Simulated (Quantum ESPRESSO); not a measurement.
Ti: relaxation of cell and atoms (part 2 of 3)

The same run, continued: Ti (P6₃/mmc, 2 atoms in the cell); Kohn-Sham DFT of a periodic cell, LDA, GBRV 1.5 LDA, no spin polarisation (Quantum ESPRESSO 7.5); cutoff 612.26 eV, 18×18×12 k-mesh, methfessel-paxton of 0.1 eV. The structure derives from an entry of the Crystallography Open Database.

Geometry of the input (Å; fractional positions):
```
2.9500  0.0000  0.0000
-1.4750  2.5548  0.0000
0.0000  0.0000  4.6800
Ti 0.3333  0.6667  0.2500
Ti 0.6667  0.3333  0.7500
```

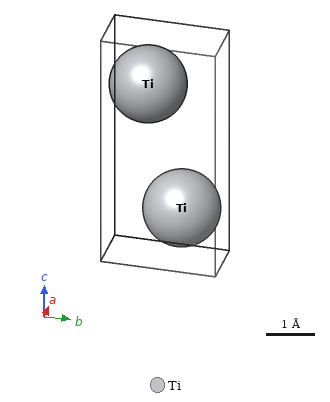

Fig. 1: The structure (spheres-only view of the cell of the calculation, seen at an oblique angle). An atom can appear more than once, as a periodic image.

What the program printed, continued
```
     Energy error            =      5.9E-03 Ry
     Gradient error          =      4.2E-25 Ry/Bohr
     Cell gradient error     =      4.9E+01 kbar

     number of scf cycles    =   2
     number of bfgs steps    =   1

     enthalpy           old  =    -238.4719850860 Ry
     enthalpy           new  =    -238.4778377250 Ry

     CASE: enthalpy          _new < enthalpy          _old

     new trust radius        =       0.0462685583 bohr
     new conv_thr            =            4.0E-12 Ry

     new unit-cell volume =    216.41199 a.u.^3 (    32.06895 Ang^3 )
     density =      4.95713 g/cm^3

CELL_PARAMETERS (angstrom)
   2.859508962   0.000000000  -0.000000000
  -1.429754481   2.476407403  -0.000000000
   0.000000000   0.000000000   4.528675060

ATOMIC_POSITIONS (crystal)
Ti               0.3333333333        0.6666666667        0.2500000000
Ti               0.6666666667        0.3333333333        0.7500000000

     NEW-OLD atomic charge density approx. for the potential
     New effective cutoffs (rho, wfc):  383.73   48.05

     Check: negative core charge=   -0.000012

     negative rho (up, down):  8.984E-04 0.000E+00

     Self-consistent Calculation

     iteration #  1     ecut=    45.00 Ry     beta= 0.50
     Davidson diagonalization with overlap
     ethr =  1.00E-06,  avg # of iterations =  4.1

     negative rho (up, down):  9.173E-04 0.000E+00

     total energy              =    -238.47921880 Ry
     estimated scf accuracy    <       0.00015916 Ry

     iteration #  2     ecut=    45.00 Ry     beta= 0.50
     Davidson diagonalization with overlap
     ethr =  6.63E-07,  avg # of iterations =  2.7

     negative rho (up, down):  9.196E-04 0.000E+00

     total energy              =    -238.47926095 Ry
     estimated scf accuracy    <       0.00000926 Ry

     iteration #  3     ecut=    45.00 Ry     beta= 0.50
     Davidson diagonalization with overlap
     ethr =  3.86E-08,  avg # of iterations =  2.1

     negative rho (up, down):  9.233E-04 0.000E+00

     total energy              =    -238.47926190 Ry
     estimated scf accuracy    <       0.00000186 Ry

     iteration #  4     ecut=    45.00 Ry     beta= 0.50
     Davidson diagonalization with overlap
     ethr =  7.73E-09,  avg # of iterations =  2.6

     negative rho (up, down):  9.238E-04 0.000E+00

     total energy              =    -238.47926199 Ry
     estimated scf accuracy    <       0.00000037 Ry

     iteration #  5     ecut=    45.00 Ry     beta= 0.50
     Davidson diagonalization with overlap
     ethr =  1.55E-09,  avg # of iterations =  2.2

     negative rho (up, down):  9.238E-04 0.000E+00

     total energy              =    -238.47926207 Ry
     estimated scf accuracy    <          1.9E-09 Ry

     iteration #  6     ecut=    45.00 Ry     beta= 0.50
     Davidson diagonalization with overlap
     ethr =  7.95E-12,  avg # of iterations =  4.0

     negative rho (up, down):  9.239E-04 0.000E+00

     total energy              =    -238.47926207 Ry
     estimated scf accuracy    <          4.6E-10 Ry

     iteration #  7     ecut=    45.00 Ry     beta= 0.50
     Davidson diagonalization with overlap
     ethr =  1.92E-12,  avg # of iterations =  3.7

     negative rho (up, down):  9.238E-04 0.000E+00

     total energy              =    -238.47926207 Ry
     estimated scf accuracy    <          4.0E-10 Ry

     iteration #  8     ecut=    45.00 Ry     beta= 0.50
     Davidson diagonalization with overlap
     ethr =  1.66E-12,  avg # of iterations =  2.3

     negative rho (up, down):  9.238E-04 0.000E+00

     End of self-consistent calculation

     Number of k-points >= 100: set verbosity='high' to print the bands.

     the Fermi energy is    14.4026 ev

!    total energy              =    -238.47926207 Ry
     estimated scf accuracy    <          2.0E-13 Ry
     smearing contrib. (-TS)   =       0.00007595 Ry
     internal energy E=F+TS    =    -238.47933801 Ry

     The total energy is F=E-TS. E is the sum of the following terms:
     one-electron contribution =     -74.47712995 Ry
     hartree contribution      =      46.34980121 Ry
     xc contribution           =     -35.82206587 Ry
     ewald contribution        =    -174.52994339 Ry

     convergence has been achieved in   8 iterations

     negative rho (up, down):  9.238E-04 0.000E+00

     Forces acting on atoms (cartesian axes, Ry/au):

     atom    1 type  1   force =    -0.00000000   -0.00000000    0.00000000
     atom    2 type  1   force =     0.00000000    0.00000000    0.00000000

     Total force =     0.000000     Total SCF correction =     0.000000

     Computing stress (Cartesian axis) and pressure

     negative rho (up, down):  9.238E-04 0.000E+00
          total   stress  (Ry/bohr**3)                   (kbar)     P=        6.49
   0.00004413   0.00000000   0.00000000            6.49        0.00        0.00
   0.00000000   0.00004413   0.00000000            0.00        6.49        0.00
   0.00000000   0.00000000   0.00004408            0.00        0.00        6.48

     Energy error            =      1.4E-03 Ry
     Gradient error          =      6.6E-25 Ry/Bohr
     Cell gradient error     =      6.5E+00 kbar

     number of scf cycles    =   3
     number of bfgs steps    =   2

     enthalpy           old  =    -238.4778377250 Ry
     enthalpy           new  =    -238.4792620692 Ry

     CASE: enthalpy          _new < enthalpy          _old

     new trust radius        =       0.0052959736 bohr
     new conv_thr            =            4.0E-12 Ry

     new unit-cell volume =    217.56114 a.u.^3 (    32.23923 Ang^3 )
     density =      4.93095 g/cm^3

CELL_PARAMETERS (angstrom)
   2.864514011   0.000000000  -0.000000000
  -1.432257006   2.480741903  -0.000000000
   0.000000000   0.000000000   4.536826725

ATOMIC_POSITIONS (crystal)
Ti               0.3333333333        0.6666666667        0.2500000000
Ti               0.6666666667        0.3333333333        0.7500000000

     NEW-OLD atomic charge density approx. for the potential
     New effective cutoffs (rho, wfc):  382.37   47.87

     Check: negative core charge=   -0.000013

     negative rho (up, down):  9.296E-04 0.000E+00

     Self-consistent Calculation

     iteration #  1     ecut=    45.00 Ry     beta= 0.50
     Davidson diagonalization with overlap
     ethr =  1.00E-06,  avg # of iterations =  3.0

     Threshold (ethr) on eigenvalues was too large:
     Diagonalizing with lowered threshold

     Davidson diagonalization with overlap
     ethr =  5.56E-09,  avg # of iterations =  2.7

     negative rho (up, down):  9.275E-04 0.000E+00

     total energy              =    -238.47928656 Ry
     estimated scf accuracy    <       0.00000214 Ry

     iteration #  2     ecut=    45.00 Ry     beta= 0.50
     Davidson diagonalization with overlap
     ethr =  8.90E-09,  avg # of iterations =  2.7

     negative rho (up, down):  9.273E-04 0.000E+00

     total energy              =    -238.47928713 Ry
     estimated scf accuracy    <       0.00000014 Ry

     iteration #  3     ecut=    45.00 Ry     beta= 0.50
     Davidson diagonalization with overlap
     ethr =  5.65E-10,  avg # of iterations =  2.2

     negative rho (up, down):  9.269E-04 0.000E+00

     total energy              =    -238.47928714 Ry
     estimated scf accuracy    <       0.00000003 Ry

     iteration #  4     ecut=    45.00 Ry     beta= 0.50
     Davidson diagonalization with overlap
     ethr =  1.08E-10,  avg # of iterations =  2.7

     negative rho (up, down):  9.268E-04 0.000E+00

     total energy              =    -238.47928715 Ry
     estimated scf accuracy    <          5.5E-09 Ry

     iteration #  5     ecut=    45.00 Ry     beta= 0.50
     Davidson diagonalization with overlap
     ethr =  2.28E-11,  avg # of iterations =  2.3

     negative rho (up, down):  9.268E-04 0.000E+00

     total energy              =    -238.47928715 Ry
     estimated scf accuracy    <          1.4E-11 Ry

     iteration #  6     ecut=    45.00 Ry     beta= 0.50
     Davidson diagonalization with overlap
     ethr =  1.00E-13,  avg # of iterations =  3.8

     negative rho (up, down):  9.268E-04 0.000E+00

     total energy              =    -238.47928715 Ry
     estimated scf accuracy    <          1.2E-11 Ry

     iteration #  7     ecut=    45.00 Ry     beta= 0.50
     Davidson diagonalization with overlap
     ethr =  1.00E-13,  avg # of iterations =  3.1

     negative rho (up, down):  9.268E-04 0.000E+00

     total energy              =    -238.47928715 Ry
     estimated scf accuracy    <          1.2E-11 Ry

     iteration #  8     ecut=    45.00 Ry     beta= 0.50
     Davidson diagonalization with overlap
     ethr =  1.00E-13,  avg # of iterations =  2.0

     negative rho (up, down):  9.268E-04 0.000E+00

     End of self-consistent calculation

     Number of k-points >= 100: set verbosity='high' to print the bands.

     the Fermi energy is    14.3136 ev

!    total energy              =    -238.47928715 Ry
     estimated scf accuracy    <          1.1E-15 Ry
     smearing contrib. (-TS)   =       0.00007871 Ry
     internal energy E=F+TS    =    -238.47936586 Ry

     The total energy is F=E-TS. E is the sum of the following terms:
     one-electron contribution =     -74.93403250 Ry
     hartree contribution      =      46.48914302 Ry
     xc contribution           =     -35.81228875 Ry
     ewald contribution        =    -174.22218763 Ry

     convergence has been achieved in   8 iterations

     negative rho (up, down):  9.268E-04 0.000E+00

     Forces acting on atoms (cartesian axes, Ry/au):

     atom    1 type  1   force =    -0.00000000   -0.00000000    0.00000000
     atom    2 type  1   force =    -0.00000000    0.00000000    0.00000000

     Total force =     0.000000     Total SCF correction =     0.000000

     Computing stress (Cartesian axis) and pressure

     negative rho (up, down):  9.268E-04 0.000E+00
          total   stress  (Ry/bohr**3)                   (kbar)     P=       -0.33
  -0.00000165  -0.00000000  -0.00000000           -0.24       -0.00       -0.00
   0.00000000  -0.00000165   0.00000000            0.00       -0.24        0.00
  -0.00000000  -0.00000000  -0.00000346           -0.00       -0.00       -0.51

     Energy error            =      2.5E-05 Ry
     Gradient error          =      1.2E-24 Ry/Bohr
     Cell gradient error     =      5.1E-01 kbar

     number of scf cycles    =   4
     number of bfgs steps    =   3

     enthalpy           old  =    -238.4792620692 Ry
     enthalpy           new  =    -238.4792871472 Ry

     CASE: enthalpy          _new < enthalpy          _old

     new trust radius        =       0.0003412820 bohr
     new conv_thr            =            4.0E-12 Ry

     new unit-cell volume =    217.50500 a.u.^3 (    32.23092 Ang^3 )
     density =      4.93222 g/cm^3

CELL_PARAMETERS (angstrom)
   2.864310112   0.000000000  -0.000000000
  -1.432155056   2.480565321  -0.000000000
   0.000000000   0.000000000   4.536301863

ATOMIC_POSITIONS (crystal)
Ti               0.3333333333        0.6666666667        0.2500000000
Ti               0.6666666667        0.3333333333        0.7500000000

     NEW-OLD atomic charge density approx. for the potential
     New effective cutoffs (rho, wfc):  382.44   47.89

     Check: negative core charge=   -0.000013

     negative rho (up, down):  9.266E-04 0.000E+00

     Self-consistent Calculation

     iteration #  1     ecut=    45.00 Ry     beta= 0.50
     Davidson diagonalization with overlap
     ethr =  1.00E-06,  avg # of iterations =  2.0

     Threshold (ethr) on eigenvalues was too large:
     Diagonalizing with lowered threshold

     Davidson diagonalization with overlap
     ethr =  8.91E-12,  avg # of iterations =  3.5

     negative rho (up, down):  9.267E-04 0.000E+00

     total energy              =    -238.47928722 Ry
     estimated scf accuracy    <          5.4E-09 Ry

     iteration #  2     ecut=    45.00 Ry     beta= 0.50
     Davidson diagonalization with overlap
     ethr =  2.23E-11,  avg # of iterations =  2.7

     negative rho (up, down):  9.267E-04 0.000E+00

     total energy              =    -238.47928722 Ry
     estimated scf accuracy    <          3.9E-10 Ry

     iteration #  3     ecut=    45.00 Ry     beta= 0.50
     Davidson diagonalization with overlap
     ethr =  1.61E-12,  avg # of iterations =  1.9

     negative rho (up, down):  9.267E-04 0.000E+00

     total energy              =    -238.47928722 Ry
     estimated scf accuracy    <          6.6E-11 Ry

     iteration #  4     ecut=    45.00 Ry     beta= 0.50
     Davidson diagonalization with overlap
     ethr =  2.74E-13,  avg # of iterations =  2.6

     negative rho (up, down):  9.267E-04 0.000E+00

     total energy              =    -238.47928722 Ry
     estimated scf accuracy    <          1.1E-11 Ry

     iteration #  5     ecut=    45.00 Ry     beta= 0.50
     Davidson diagonalization with overlap
     ethr =  1.00E-13,  avg # of iterations =  2.2

     negative rho (up, down):  9.267E-04 0.000E+00

     End of self-consistent calculation

     Number of k-points >= 100: set verbosity='high' to print the bands.

     the Fermi energy is    14.3179 ev

!    total energy              =    -238.47928722 Ry
     estimated scf accuracy    <          4.9E-13 Ry
     smearing contrib. (-TS)   =       0.00007856 Ry
     internal energy E=F+TS    =    -238.47936579 Ry

     The total energy is F=E-TS. E is the sum of the following terms:
     one-electron contribution =     -74.91189059 Ry
     hartree contribution      =      46.48239846 Ry
     xc contribution           =     -35.81276513 Ry
     ewald contribution        =    -174.23710853 Ry

     convergence has been achieved in   5 iterations

     negative rho (up, down):  9.267E-04 0.000E+00

     Forces acting on atoms (cartesian axes, Ry/au):

     atom    1 type  1   force =    -0.00000000   -0.00000000    0.00000000
     atom    2 type  1   force =    -0.00000000   -0.00000000    0.00000000

     Total force =     0.000000     Total SCF correction =     0.000000

     Computing stress (Cartesian axis) and pressure

     negative rho (up, down):  9.267E-04 0.000E+00
          total   stress  (Ry/bohr**3)                   (kbar)     P=        0.01
   0.00000051  -0.00000000  -0.00000000            0.07       -0.00       -0.00
  -0.00000000   0.00000051  -0.00000000           -0.00        0.07       -0.00
  -0.00000000  -0.00000000  -0.00000091           -0.00       -0.00       -0.13

     Energy error            =      7.4E-08 Ry
     Gradient error          =      4.3E-25 Ry/Bohr
     Cell gradient error     =      1.3E-01 kbar

     bfgs converged in   5 scf cycles and   4 bfgs steps
     (criteria: energy <  1.0E-05 Ry, force <  4.0E-04 Ry/Bohr, cell <  3.0E-01 kbar)

     End of BFGS Geometry Optimization

     Final enthalpy           =    -238.4792872209 Ry

     File ./tmp/pwscf.bfgs deleted, as requested
Begin final coordinates
     new unit-cell volume =    217.50500 a.u.^3 (    32.23092 Ang^3 )
     density =      4.93222 g/cm^3

CELL_PARAMETERS (angstrom)
   2.864310112   0.000000000  -0.000000000
  -1.432155056   2.480565321  -0.000000000
   0.000000000   0.000000000   4.536301863

ATOMIC_POSITIONS (crystal)
Ti               0.3333333333        0.6666666667        0.2500000000
Ti               0.6666666667        0.3333333333        0.7500000000
End final coordinates

     Final scf calculation at the relaxed structure.
     The G-vectors are recalculated for the final unit cell
     Results may differ from those at the preceding step.

     G-vector sticks info
     --------------------
     sticks:   dense  smooth     PW     G-vecs:    dense   smooth      PW
     Sum         733     367    121                25203     8935    1617

     Using Slab Decomposition
```
